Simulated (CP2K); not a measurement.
## Geometry relaxation of BaTiO3 (part 3 of 4)

The same run, continued: BaTiO3 (P4mm, 5 atoms in the cell); DFT, PBE, Gaussian and plane waves, basis SZV-MOLOPT-SR-GTH, GTH potentials (CP2K 2026.2); 5×5×5 k-mesh. The structure derives from an entry of the Crystallography Open Database. The geometry comes from this level: r2SCAN.

Geometry of the input (Å; fractional positions):
```
3.9724  0.0000  0.0000
0.0000  3.9724  0.0000
-0.0000  0.0000  4.1122
Ba 0.0000  0.0000  -0.0044
Ti 0.5000  0.5000  0.4775
O  0.5000  0.5000  0.0345
O  0.5000  0.0000  0.5176
O  0.0000  0.5000  0.5176
```

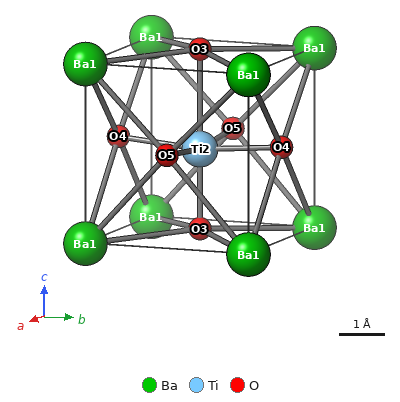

**Figure 1.** The input geometry (ball-and-stick view of the cell of the calculation, seen slightly off an axis; atoms are numbered from 1 in the order of the input).

## Log, continued
```
 SPGR STRESS| Symmetrized stress tensor [GPa]
 SPGR STRESS|                        x                   y                   z
 SPGR STRESS|      x        1.61227674357E-01   0.00000000000E+00   0.00000000000E+00
 SPGR STRESS|      y        0.00000000000E+00   1.61227674357E-01   3.71345363389E-25
 SPGR STRESS|      z        0.00000000000E+00   3.71345363389E-25  -4.30362972126E-02
 SPGR STRESS| 1/3 Trace                                             9.31396838341E-02
 SPGR STRESS| Determinant                                          -1.11870113100E-03

 SPGR STRESS| Eigenvectors and eigenvalues of the symmetrized stress tensor [GPa]
 SPGR STRESS|                        1                   2                   3
 SPGR STRESS| Eigenvalues  -4.30362972126E-02   1.61227674357E-01   1.61227674357E-01
 SPGR STRESS|      x           0.000000000000      1.000000000000      0.000000000000
 SPGR STRESS|      y           0.000000000000      0.000000000000      1.000000000000
 SPGR STRESS|      z           1.000000000000      0.000000000000      0.000000000000

 OPT| **************************************************************************
 OPT| Step number                                                             19
 OPT| Optimization method                                                   BFGS
 OPT| Total energy [hartree]                                     -131.8350493112
 OPT| Internal pressure [bar]                                     931.3968383414
 OPT| Effective energy change [hartree]                            -0.0000100078
 OPT| Predicted energy change [hartree]                            -0.0000061055
 OPT| Scaling factor                                                0.0000000000
 OPT| Step size                                                     0.0154413193
 OPT| Trust radius                                                  0.4724315332
 OPT| Decrease in energy                                                     YES
 OPT| Used time [s]                                                       28.752
 OPT|
 OPT| Maximum step size                                             0.0154413193
 OPT| Convergence limit for maximum step size                       0.0030000000
 OPT| Maximum step size is converged                                          NO
 OPT|
 OPT| RMS step size                                                 0.0044311812
 OPT| Convergence limit for RMS step size                           0.0015000000
 OPT| RMS step size is converged                                              NO
 OPT|
 OPT| Maximum gradient                                              0.0005952614
 OPT| Convergence limit for maximum gradient                        0.0003000000
 OPT| Maximum gradient is converged                                           NO
 OPT|
 OPT| RMS gradient                                                  0.0001857663
 OPT| Convergence limit for RMS gradient                            0.0003000000
 OPT| RMS gradient is converged                                              YES
 OPT|
 OPT| Pressure deviation [bar]                                    931.3968383414
 OPT| Pressure tolerance [bar]                                    300.0000000000
 OPT| Pressure is converged                                                   NO
 OPT| **************************************************************************
 OPT| Estimated peak process memory after this step [MiB]                    340

 --------------------------
 OPTIMIZATION STEP:     20
 --------------------------

 CELL| Volume [angstrom^3]:                                            73.885842
 CELL| Vector a [angstrom]:       4.022     0.000     0.000   |a| =     4.022409
 CELL| Vector b [angstrom]:       0.000     4.022     0.000   |b| =     4.022409
 CELL| Vector c [angstrom]:       0.000     0.000     4.567   |c| =     4.566556
 CELL| Angle (b,c), alpha [degree]:                                    90.000000
 CELL| Angle (a,c), beta  [degree]:                                    90.000000
 CELL| Angle (a,b), gamma [degree]:                                    90.000000
 CELL| Numerically orthorhombic:                                             YES
 CELL| Periodicity                                                           XYZ

 Extrapolation method: initial_guess

 Number of electrons:                                                         40
 Number of occupied orbitals:                                                 20
 Number of molecular orbitals:                                                27

 Number of orbital functions:                                                 27
 Number of independent orbital functions:                                     27

 SCF WAVEFUNCTION OPTIMIZATION

  ------------------------------------------------------------------------------
     1 Broy./Diag. 0.30E+00    1.6     1.94675786      -132.2978834704 -1.32E+02
     2 Broy./Diag. 0.30E+00    1.8     0.34283198      -128.5130681375  3.78E+00
     3 Broy./Diag. 0.30E+00    1.7     0.05133561      -130.1127959244 -1.60E+00
     4 Broy./Diag. 0.30E+00    2.4     0.13295099      -131.4714523103 -1.36E+00
     5 Broy./Diag. 0.30E+00    2.9     0.02867285      -131.9396349876 -4.68E-01
     6 Broy./Diag. 0.30E+00    3.2     0.02176700      -131.8318756482  1.08E-01
     7 Broy./Diag. 0.30E+00    2.6     0.01803012      -131.8275469129  4.33E-03
     8 Broy./Diag. 0.30E+00    2.5     0.00093273      -131.8348500442 -7.30E-03
     9 Broy./Diag. 0.30E+00    3.0     0.00016747      -131.8355843217 -7.34E-04
    10 Broy./Diag. 0.30E+00    2.1     0.00020304      -131.8358775130 -2.93E-04
    11 Broy./Diag. 0.30E+00    1.8     0.00009136      -131.8358495429  2.80E-05
    12 Broy./Diag. 0.30E+00    1.8     0.00001571      -131.8354572598  3.92E-04
    13 Broy./Diag. 0.30E+00    1.8     0.00000872      -131.8350902724  3.67E-04
    14 Broy./Diag. 0.30E+00    1.9     0.00000310      -131.8350410282  4.92E-05
    15 Broy./Diag. 0.30E+00    1.7     0.00000043      -131.8350416223 -5.94E-07

  *** SCF run converged in    15 steps ***

  Electronic density on regular grids:        -39.9999999962        0.0000000038
  Core density on regular grids:               39.9999999978       -0.0000000022
  Total charge density on r-space grids:        0.0000000016
  Total charge density g-space grids:           0.0000000016

  Overlap energy of the core charge distribution:               0.00000000000117
  Self energy of the core charge distribution:               -283.71747647941447
  Core Hamiltonian energy:                                     76.13050630126796
  Hartree energy:                                              97.96477580522988
  Exchange-correlation energy:                                -22.21284724935317
  Electronic entropic energy:                                  -0.00000000000001
  Fermi energy:                                                 0.40555385891028

  Total energy:                                              -131.83504162226862
  Total energy (extrapolated to T->0):                       -131.83504162226862

 ENERGY| Total FORCE_EVAL ( QS ) energy [hartree]           -131.835051581217215

 FORCES| Atomic forces [hartree/bohr]
 FORCES|   Atom     x               y               z               |f|
 FORCES|      1 -1.36078378E-09 -1.36075718E-09  5.42746782E-05   5.42746782E-05
 FORCES|      2 -1.41792959E-09 -1.41768845E-09 -2.63836841E-04   2.63836841E-04
 FORCES|      3 -2.28063365E-10 -2.28074985E-10  1.37524779E-05   1.37524779E-05
 FORCES|      4  1.22239722E-10  7.75035773E-10  9.13815644E-05   9.13815644E-05
 FORCES|      5  7.75063745E-10  1.22015171E-10  9.13844300E-05   9.13844300E-05
 FORCES| Sum    -2.10947326E-09 -2.10946967E-09 -1.30436901E-05
 FORCES| Total atomic force                                       1.30436905E-05

 STRESS| Analytical stress tensor [bar]
 STRESS|                        x                   y                   z
 STRESS|      x        5.63032779709E+02  -2.77377680126E-04   4.41167129755E-04
 STRESS|      y       -2.77377680126E-04   5.63036413976E+02   4.41131817754E-04
 STRESS|      z        4.41167129755E-04   4.41131817754E-04  -8.55280662919E+01
 STRESS| 1/3 Trace                                             3.46847042464E+02
 STRESS| Determinant                                          -2.71130775820E+07

 STRESS| Eigenvectors and eigenvalues of the analytical stress tensor [bar]
 STRESS|                        1                   2                   3
 STRESS| Eigenvalues  -8.55280662925E+01   5.63032758661E+02   5.63036435025E+02
 STRESS|      x          -0.000000680225      0.997133231870     -0.075665830465
 STRESS|      y          -0.000000680167      0.075665830465      0.997133231870
 STRESS|      z           1.000000000000      0.000000729740      0.000000626747

 SPGR STRESS| Symmetrized stress tensor [GPa]
 SPGR STRESS|                        x                   y                   z
 SPGR STRESS|      x        5.63034596843E-02   0.00000000000E+00   0.00000000000E+00
 SPGR STRESS|      y        0.00000000000E+00   5.63034596843E-02   7.42690726777E-25
 SPGR STRESS|      z        0.00000000000E+00   7.42690726777E-25  -8.55280662919E-03
 SPGR STRESS| 1/3 Trace                                             3.46847042464E-02
 SPGR STRESS| Determinant                                          -2.71130775820E-05

 SPGR STRESS| Eigenvectors and eigenvalues of the symmetrized stress tensor [GPa]
 SPGR STRESS|                        1                   2                   3
 SPGR STRESS| Eigenvalues  -8.55280662919E-03   5.63034596843E-02   5.63034596843E-02
 SPGR STRESS|      x           0.000000000000      0.000000000000      1.000000000000
 SPGR STRESS|      y           0.000000000000      1.000000000000      0.000000000000
 SPGR STRESS|      z           1.000000000000      0.000000000000      0.000000000000

 OPT| **************************************************************************
 OPT| Step number                                                             20
 OPT| Optimization method                                                   BFGS
 OPT| Total energy [hartree]                                     -131.8350515812
 OPT| Internal pressure [bar]                                     346.8470424645
 OPT| Effective energy change [hartree]                            -0.0000022701
 OPT| Predicted energy change [hartree]                            -0.0000015667
 OPT| Scaling factor                                                0.0000000000
 OPT| Step size                                                     0.0053410955
 OPT| Trust radius                                                  0.4724315332
 OPT| Decrease in energy                                                     YES
 OPT| Used time [s]                                                       35.562
 OPT|
 OPT| Maximum step size                                             0.0053410955
 OPT| Convergence limit for maximum step size                       0.0030000000
 OPT| Maximum step size is converged                                          NO
 OPT|
 OPT| RMS step size                                                 0.0016275453
 OPT| Convergence limit for RMS step size                           0.0015000000
 OPT| RMS step size is converged                                              NO
 OPT|
 OPT| Maximum gradient                                              0.0002375877
 OPT| Convergence limit for maximum gradient                        0.0003000000
 OPT| Maximum gradient is converged                                          YES
 OPT|
 OPT| RMS gradient                                                  0.0000704854
 OPT| Convergence limit for RMS gradient                            0.0003000000
 OPT| RMS gradient is converged                                              YES
 OPT|
 OPT| Pressure deviation [bar]                                    346.8470424645
 OPT| Pressure tolerance [bar]                                    300.0000000000
 OPT| Pressure is converged                                                   NO
 OPT| **************************************************************************
 OPT| Estimated peak process memory after this step [MiB]                    340

 --------------------------
 OPTIMIZATION STEP:     21
 --------------------------

 CELL| Volume [angstrom^3]:                                            73.905174
 CELL| Vector a [angstrom]:       4.023     0.000     0.000   |a| =     4.023014
 CELL| Vector b [angstrom]:       0.000     4.023     0.000   |b| =     4.023014
 CELL| Vector c [angstrom]:       0.000     0.000     4.566   |c| =     4.566377
 CELL| Angle (b,c), alpha [degree]:                                    90.000000
 CELL| Angle (a,c), beta  [degree]:                                    90.000000
 CELL| Angle (a,b), gamma [degree]:                                    90.000000
 CELL| Numerically orthorhombic:                                             YES
 CELL| Periodicity                                                           XYZ

 Extrapolation method: initial_guess

 Number of electrons:                                                         40
 Number of occupied orbitals:                                                 20
 Number of molecular orbitals:                                                27

 Number of orbital functions:                                                 27
 Number of independent orbital functions:                                     27

 SCF WAVEFUNCTION OPTIMIZATION

  ------------------------------------------------------------------------------
     1 Broy./Diag. 0.30E+00    2.4     1.94674830      -132.2972512535 -1.32E+02
     2 Broy./Diag. 0.30E+00    3.5     0.34280085      -128.5133408258  3.78E+00
     3 Broy./Diag. 0.30E+00    5.0     0.05131721      -130.1128260611 -1.60E+00
     4 Broy./Diag. 0.30E+00    1.4     0.13289597      -131.4707944937 -1.36E+00
     5 Broy./Diag. 0.30E+00    1.8     0.02874171      -131.9394857074 -4.69E-01
     6 Broy./Diag. 0.30E+00    1.8     0.02203769      -131.8319561020  1.08E-01
     7 Broy./Diag. 0.30E+00    2.0     0.01825075      -131.8274724936  4.48E-03
     8 Broy./Diag. 0.30E+00    1.5     0.00093364      -131.8348534230 -7.38E-03
     9 Broy./Diag. 0.30E+00    2.0     0.00016772      -131.8355848223 -7.31E-04
    10 Broy./Diag. 0.30E+00    2.0     0.00020282      -131.8358769298 -2.92E-04
    11 Broy./Diag. 0.30E+00    2.2     0.00009120      -131.8358513972  2.55E-05
    12 Broy./Diag. 0.30E+00    2.0     0.00001573      -131.8354593202  3.92E-04
    13 Broy./Diag. 0.30E+00    2.6     0.00000873      -131.8350903016  3.69E-04
    14 Broy./Diag. 0.30E+00    2.0     0.00000308      -131.8350413024  4.90E-05
    15 Broy./Diag. 0.30E+00    2.0     0.00000043      -131.8350418723 -5.70E-07

  *** SCF run converged in    15 steps ***

  Electronic density on regular grids:        -39.9999999961        0.0000000039
  Core density on regular grids:               39.9999999978       -0.0000000022
  Total charge density on r-space grids:        0.0000000017
  Total charge density g-space grids:           0.0000000017

  Overlap energy of the core charge distribution:               0.00000000000118
  Self energy of the core charge distribution:               -283.71747647941447
  Core Hamiltonian energy:                                     76.12919018554283
  Hartree energy:                                              97.96574887560607
  Exchange-correlation energy:                                -22.21250445406493
  Electronic entropic energy:                                  -0.00000000000001
  Fermi energy:                                                 0.40524969417518

  Total energy:                                              -131.83504187232933
  Total energy (extrapolated to T->0):                       -131.83504187232933

 ENERGY| Total FORCE_EVAL ( QS ) energy [hartree]           -131.835051849553111

 FORCES| Atomic forces [hartree/bohr]
 FORCES|   Atom     x               y               z               |f|
 FORCES|      1 -1.44921336E-09 -1.44920547E-09  3.00259707E-05   3.00259707E-05
 FORCES|      2  1.16311833E-09  1.16311310E-09 -7.16815215E-05   7.16815215E-05
 FORCES|      3  1.15796610E-10  1.15800957E-10 -2.39201396E-05   2.39201396E-05
 FORCES|      4 -1.45390608E-10  7.56914682E-10  5.79286933E-05   5.79286933E-05
 FORCES|      5  7.56919326E-10 -1.45388241E-10  5.79315802E-05   5.79315802E-05
 FORCES| Sum     4.41230295E-10  4.41235027E-10  5.02845830E-05
 FORCES| Total atomic force                                       5.02845830E-05

 STRESS| Analytical stress tensor [bar]
 STRESS|                        x                   y                   z
 STRESS|      x        5.27497036953E+01  -2.78595389782E-04   1.31805129298E-04
 STRESS|      y       -2.78595389782E-04   5.27534042951E+01   1.31804916923E-04
 STRESS|      z        1.31805129298E-04   1.31804916923E-04  -5.41639707744E+00
 STRESS| 1/3 Trace                                             3.33622369710E+01
 STRESS| Determinant                                          -1.50723513881E+04

 STRESS| Eigenvectors and eigenvalues of the analytical stress tensor [bar]
 STRESS|                        1                   2                   3
 STRESS| Eigenvalues  -5.41639707804E+00   5.27496828395E+01   5.27534251515E+01
 STRESS|      x          -0.000002266024      0.997209568837     -0.074653036203
 STRESS|      y          -0.000002265876      0.074653036198      0.997209568838
 STRESS|      z           0.999999999995      0.000002428855      0.000002090388

 SPGR STRESS| Symmetrized stress tensor [GPa]
 SPGR STRESS|                        x                   y                   z
 SPGR STRESS|      x        5.27515539952E-03   0.00000000000E+00   0.00000000000E+00
 SPGR STRESS|      y        0.00000000000E+00   5.27515539952E-03   0.00000000000E+00
 SPGR STRESS|      z        0.00000000000E+00   0.00000000000E+00  -5.41639707744E-04
 SPGR STRESS| 1/3 Trace                                             3.33622369710E-03
 SPGR STRESS| Determinant                                          -1.50723514052E-08

 SPGR STRESS| Eigenvectors and eigenvalues of the symmetrized stress tensor [GPa]
 SPGR STRESS|                        1                   2                   3
 SPGR STRESS| Eigenvalues  -5.41639707744E-04   5.27515539952E-03   5.27515539952E-03
 SPGR STRESS|      x           0.000000000000      0.000000000000      1.000000000000
 SPGR STRESS|      y           0.000000000000      1.000000000000      0.000000000000
 SPGR STRESS|      z           1.000000000000      0.000000000000      0.000000000000
```
